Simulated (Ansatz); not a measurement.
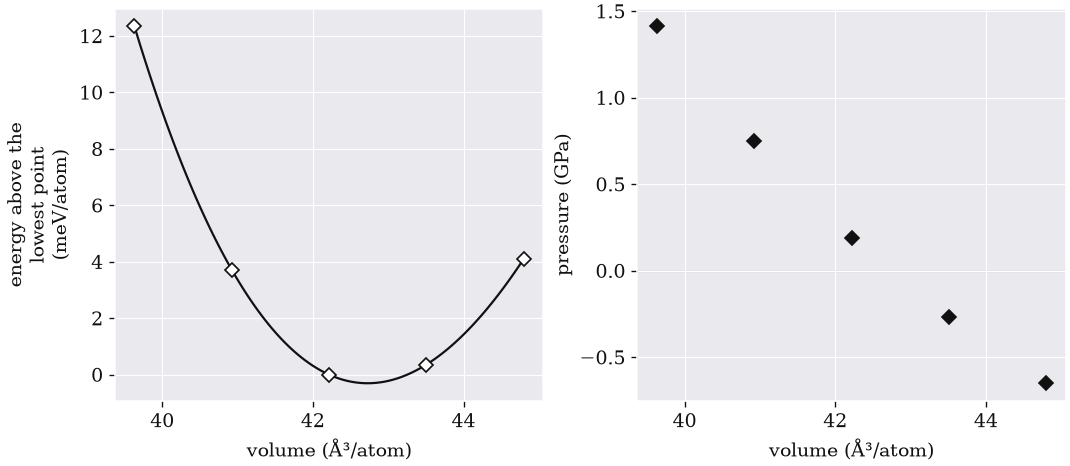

The figure shows the energy above the lowest point and pressure against volume for Br, space group Fd-3m (No. 227) (one of a set of cubic test structures, which need not be the stable phase).

Computed with Ansatz 0.2.0 development build: equation of state of a cubic crystal from periodic Kohn-Sham density functional theory without spin, third-order Birch-Murnaghan fit to the free energies; pressure corrected for the finite basis. Level: r2SCAN.

structure type diamond; atoms in cell 2; space group number 227; lattice centring face-centred primitive; k mesh 9×9×9; occupation method Fermi–Dirac; occupation width 0.1 eV; wave cutoff 680 eV; datasets hand-made PAW; density tolerance 1e−09 eV; bands 21; density cutoff ratio 4; search for lower states default; xc grid level 2.

Give the fitted equation-of-state parameters.

A third-order Birch–Murnaghan fit gives V0 = 42.73 Å³/atom, B0 = 15.5 GPa and B′ = 5.1.

What does the pressure do across the range?

It falls from 1.412 GPa at volume 39.63 Å³/atom to −0.650 GPa at 44.80 Å³/atom, and changes sign near 42.8 Å³/atom.

Keep in mind: cubic model structure, not the ambient form; no spin polarisation, a magnetic state may lie lower.

The computed values:

```
volume (Å³/atom)  energy above the lowest point (meV/atom)  pressure (GPa)
           39.63                                      12.3           1.412
           40.92                                       3.7           0.750
           42.22                                       0.0           0.190
           43.51                                       0.4          -0.270
           44.80                                       4.1          -0.650
```
